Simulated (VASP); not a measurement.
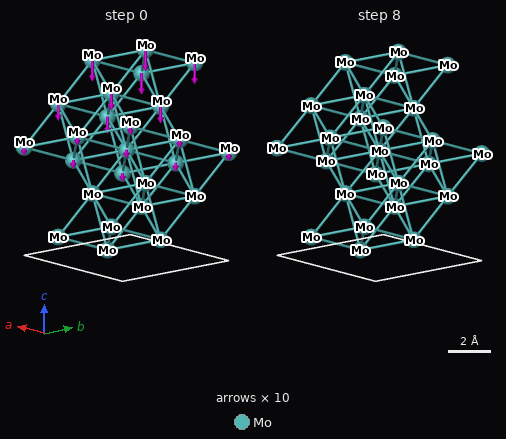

The structure of a slab of composition Mo before (left) and after (right) a relaxation, at one scale. The purple arrows give the displacements, 10 times their true length.

Style: ball-and-stick. Shown: the 2 × 2 repeat of the cell, outlined in the plane, without the vacuum, from a free direction.

The run lets the atoms move in a fixed cell. 2 atoms are held fixed.

Theory: Kohn-Sham DFT of a periodic cell, PBE, VASP PAW PBE potentials, recommended (VASP).

Input
```
SYSTEM = Mo
  PREC = Accurate
  ENCUT = 520
  EDIFF = 1E-6
  ISMEAR = 0
  SIGMA = 0.05
  LREAL = .False.
  LASPH = .True.
  NELM = 100
  ALGO = Normal
  ISIF = 2
  LWAVE = .False.
  LCHARG = .False.
  LDIPOL = .True.
  IDIPOL = 3
  DIPOL = 0.5 0.5 0.500
  GGA = PE
  IBRION = 2
  NSW = 60
  EDIFFG = -0.02
```

Command:
```bash
cat potpaw_PBE.64/Mo_sv/POTCAR > POTCAR
mpirun -np 1 vasp_std > vasp.out
```

Q: Describe what moved and what it gained.

A: The atom that moves furthest is a Mo atom (0.11 Å along the normal (−c)). The cell stays as it was. Among the contacts that change: Mo–Mo 2.850 → 2.814 Å. Over 8 geometry steps the energy falls by 12.2 meV per cell of the calculation. The largest force component goes from 0.14 to 0.12 eV/Å.
